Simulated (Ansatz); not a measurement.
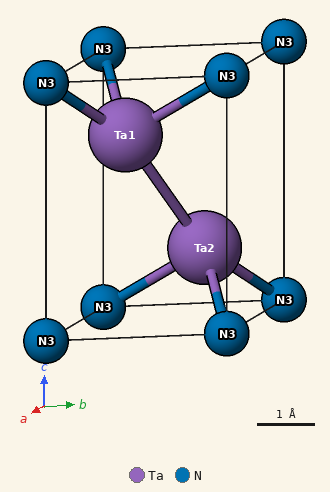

**Figure 1.** The structure (ball-and-stick view of the cell of the calculation, seen slightly off an axis; atoms are numbered from 1 in the order of the input). An atom can appear more than once, as a periodic image.

# Mending a single-point calculation on Ta2N

System: Ta2N (3 atoms in the cell).
Method of the first run: DFT, PBE, plane waves, PAW (Ansatz 0.2.0).

The structure derives from a Materials Project entry. Text and figures count atoms from 1; the logs count them from 0 in places.

### Input file, the first run
```yaml
crystal:
  lattice:
    - [3.2561970584, 0.0, 0.0]
    - [-1.6280985292, 2.8199493723, 0.0]
    - [0.0, 0.0, 4.6377955592]
  atoms:
    - { symbol: ta, position: [0.6666666667, 0.3333333333, 0.7449050322] }
    - { symbol: Ta, position: [0.3333333333, 0.6666666667, 0.2550949678] }
    - { symbol: "N", position: [0.0, 0.0, 0.0] }
basis:
  ecutwfc: 420
kpoints:
  mp_grid: { grid: [18, 18, 10] }
hamiltonian:
  xc: pbe
scf:
  occupations: { method: gaussian, width: 0.15 }
  max_iter: 80
output:
  forces: true
  eigenvalues: true
  stress: true
```

Command:
```bash
ansatz run input.yaml --threads 2 --pin off --max-ram 5120MiB --backend cpu --events-out ev --progress --plain --runs-dir out
```

Hardware: 2 threads of Intel Xeon @ 2.90GHz (Ice Lake), 192 GiB of memory available, shared host.

### Output (the first run)
```
Error: YAML parse error: error: line 7 column 17: `ta` is not an element symbol (H … Og, case-exact)
 --> <input>:7:17
  |
5 |     - [0.0, 0.0, 4.6377955592]
6 |   atoms:
7 |     - { symbol: ta, position: [0.6666666667, 0.3333333333, 0.7449050322] }
  |                 ^ `ta` is not an element symbol (H … Og, case-exact)
8 |     - { symbol: Ta, position: [0.3333333333, 0.6666666667, 0.2550949678] }
9 |     - { symbol: "N", position: [0.0, 0.0, 0.0] }
  |
```

> Diagnose this run and give a change of the input that cures it.

This input holds a deliberate fault: an unknown element (`crystal.atoms[0].symbol`). The program refused the input: “YAML parse error: error: line 7 column 17: `ta` is not an element symbol (H … Og, case-exact) --> <input>:7:17 | 5 | - [0.0, 0.0, 4.6377955592] 6 | atoms: 7 | - { symbol: ta, position: [0.6666666667, 0.3333333333, 0.7449050322] } | ^ `ta` is not an element symbol (H … Og, case-exact) 8 | - { symbol: Ta, position: …”

A run of the same system that converges differs from this input as follows (lines with − go, lines with + come):
```diff
-    - { symbol: ta, position: [0.6666666667, 0.3333333333, 0.7449050322] }
+    - { symbol: Ta, position: [0.6666666667, 0.3333333333, 0.7449050322] }
-  max_iter: 80
```

### Output, shortened to warnings, some set-up lines, iterations and results (the second run)
```
Basis set: ecut = 420 eV, 831 PW (Γ), exchange–correlation on 48×48×64 points (8 copies of the dense FFT grid, shifted against one another)
Symmetry: 12 space group operations
k-points: 330 of 3240
Initial density: superposition of atomic densities (neutral atoms: chi_scale 0, normalization atom), corrected by the library's trained network
[...]
SCF iter   1: F=—  HF=-20250.673518 eV  |F-HF|=—  |Δ(HF+E_count)|=         —  Δρ=5.07e-3  dr2=1.18e-2  ethr=1.77e-3  ⟨swp⟩=5.0  Hψ=29076  notcnv=0
SCF iter   2: F=—  HF=-20250.672562 eV  |F-HF|=—  |Δ(HF+E_count)|=   9.56e-4  Δρ=3.32e-3  dr2=6.37e-3  ethr=3.79e-5  ⟨swp⟩=1.1  Hψ=9282  notcnv=0
SCF iter   3: F=—  HF=-20250.671710 eV  |F-HF|=—  |Δ(HF+E_count)|=   8.52e-4  Δρ=9.04e-4  dr2=7.28e-4  ethr=2.05e-5  ⟨swp⟩=2.0  Hψ=8846  notcnv=0
SCF iter   4: F=—  HF=-20250.671555 eV  |F-HF|=—  |Δ(HF+E_count)|=   1.55e-4  Δρ=2.08e-4  dr2=1.44e-5  ethr=2.35e-6  ⟨swp⟩=2.1  Hψ=9264  notcnv=0
SCF iter   5: F=—  HF=-20250.671571 eV  |F-HF|=—  |Δ(HF+E_count)|=   1.64e-5  Δρ=6.36e-5  dr2=2.63e-6  ethr=4.64e-8  ⟨swp⟩=2.1  Hψ=10199  notcnv=0
SCF iter   6: F=—  HF=-20250.671571 eV  |F-HF|=—  |Δ(HF+E_count)|=   4.43e-7  Δρ=1.89e-5  dr2=1.74e-7  ethr=8.49e-9  ⟨swp⟩=2.2  Hψ=8963  notcnv=0
SCF iter   7: F=-20250.671571 eV  HF=-20250.671571 eV  |F-HF|=1.13e-9  |Δ(HF+E_count)|=   7.73e-9  Δρ=3.75e-6  dr2=4.01e-9  ethr=3.23e-10  ⟨swp⟩=4.9  Hψ=23477  notcnv=0
SCF 1 converged in 7 iterations: F = -20250.671571 eV  dr2 = 4.01e-9
SCF converged after 7 iterations
Free energy (F): -20250.671571 eV
Harris-Foulkes:  -20250.671571 eV  (|F-HF|=1.13e-9)
Internal energy: -20250.659158 eV  (E = F + TS)
E sigma→0 (E₀):  -20250.665364 eV
Entropy (-TS):   -0.012413 eV (-4.138 meV/atom)
Fermi energy:    18.633043 eV
--- Per-component energies (eV) ---
  E_band       = -205.705310
  E_kinetic    = 859.608166
  E_local      = -1294.445391  (includes V_loc(G=0)·N_el)
  E_nonlocal   = 72.952635
  E_hartree    = 442.328656
  E_xc         = -496.582806
  E_vxc        = -483.985833  (∫ρ·V_xc dr)
  E_paw        = -16919.889759  (= ΣΔE_a)
  E_vpaw       = -244.493127  (= ΣTr[D̂ρ^β])
  E_aug_tail   = 0.000396  (compensation charges beyond the density's cutoff)
  E_ewald      = -2914.631054
  E_smearing   = -0.012413  (= −TS)
  E_closure    = 0.000000  (closes the sum)
  Σ components = -20250.671571   (vs F -20250.671571, Δ=0.00e0)
--- Forces (eV/Å), atoms counted from 1 ---
  atom   1  Ta     0.00000000     0.00000000     0.91266069
  atom   2  Ta     0.00000000    -0.00000000    -0.91266069
  atom   3  N      0.00000000     0.00000000     0.00000000
  max |Σ_I F_I| component: 1.11e-16 eV/Å
--- Stress (GPa, compression-positive) ---
      -17.612644       0.000000       0.000000
        0.000000     -17.612644      -0.000000
        0.000000      -0.000000       3.674139
  P = ⅓ Tr σ = -10.5170 GPa (-105.170 kbar)
```

### The two runs side by side

```tsv
quantity	the first run	the second run
outcome	refused	converged
free energy per atom (eV)	–	−6750.2239
gap on the mesh (eV)	–	0.00
pressure (GPa)	–	−10.52
volume per atom (Å³)	–	14.20
largest force (eV/Å)	–	0.913
SCF iterations	–	7
irreducible k-points	–	330
plane waves at Γ	–	831
```

Notes on the second run: Spin–orbit coupling is left out, which matters for Ta. The cell holds an odd number of electrons but the run has no spin polarisation, so a band is left half filled.
